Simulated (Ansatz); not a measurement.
System: TiAl3.

Input

```
crystal:
  lattice:
    - [3.9300145911, 0.0, 0.0]
    - [0.0, 3.9300145911, 0.0]
    - [0.0, 0.0, 8.8106134236]
  atoms:
    - { symbol: Ti, position: [0.0, 0.0, 0.0] }
    - { symbol: Ti, position: [0.5, 0.5, 0.5] }
    - { symbol: Al, position: [0.5, 0.5, 0.0] }
    - { symbol: Al, position: [0.0, 0.5, 0.25] }
    - { symbol: Al, position: [0.5, 0.0, 0.25] }
    - { symbol: Al, position: [0.0, 0.0, 0.5] }
    - { symbol: Al, position: [0.5, 0.0, 0.75] }
    - { symbol: Al, position: [0.0, 0.5, 0.75] }
basis:
  ecutwfc: 420
kpoints:
  mp_grid: { grid: [10, 10, 4] }
hamiltonian:
  xc: pbesol
scf:
  occupations: { method: gaussian, width: 0.1 }
output:
  forces: true
  stress: true
  eigenvalues: true
  write_density: true
  write_potential: true
  elf: true
  volumetric_format: npy
```

Command:

```sh
ansatz run input.yaml --threads 1 --pin off --max-ram 2560MiB --backend cpu --events-out ev --progress --plain --runs-dir out
```

Below, planes, directions and counts refer to the conventional cell (a = 3.93 Å, b = 3.93 Å, c = 8.81 Å, α = 90.00°, β = 90.00°, γ = 90.00°).

Space group I4/mmm; a structure from a database of computed crystals, not necessarily the ambient phase; changed on purpose from its base cell (equal strain along all axes, cell held, atoms relaxed: +3.0 %); computed pressure about −8 GPa in this cell; computed without spin polarisation.

The calculation used DFT PBEsol, scalar-relativistic, plane waves, PAW (Ansatz 0.2.0).

### What can the converged valence pseudo-density and electron localisation function tell about the bonding?

Ti–Al (2.95 Å): the density is about 0.19 e/Å³ at the midpoint; the ELF is about 0.40 at the midpoint.
Al–Al (2.95 Å): the density is about 0.19 e/Å³ at the midpoint; the ELF peaks at about 0.60 between the atoms.

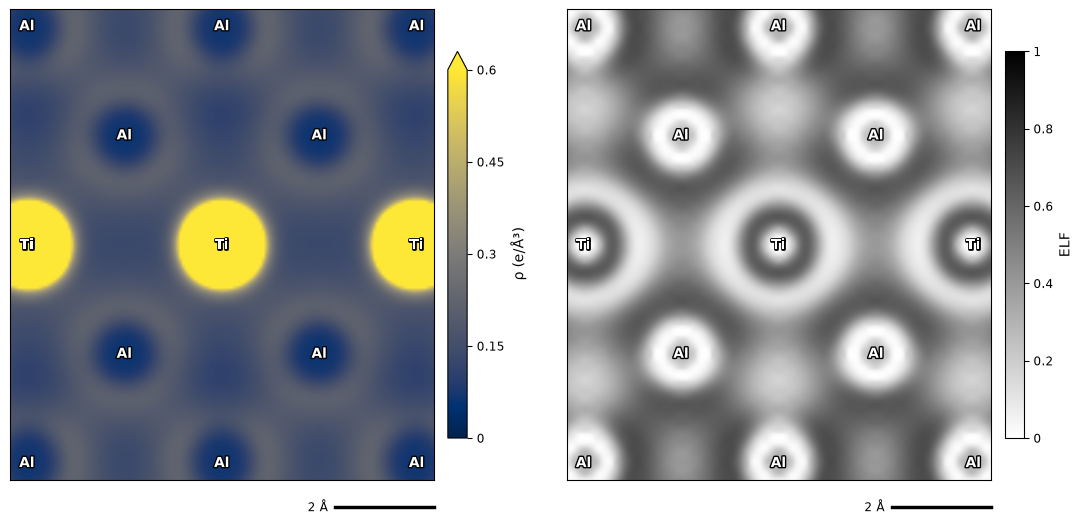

Computed valence pseudo-density and electron localisation function on the (100) plane of the conventional cell, in this order. 

In a PAW calculation such maps are meaningful between the atoms, not at the nuclei.
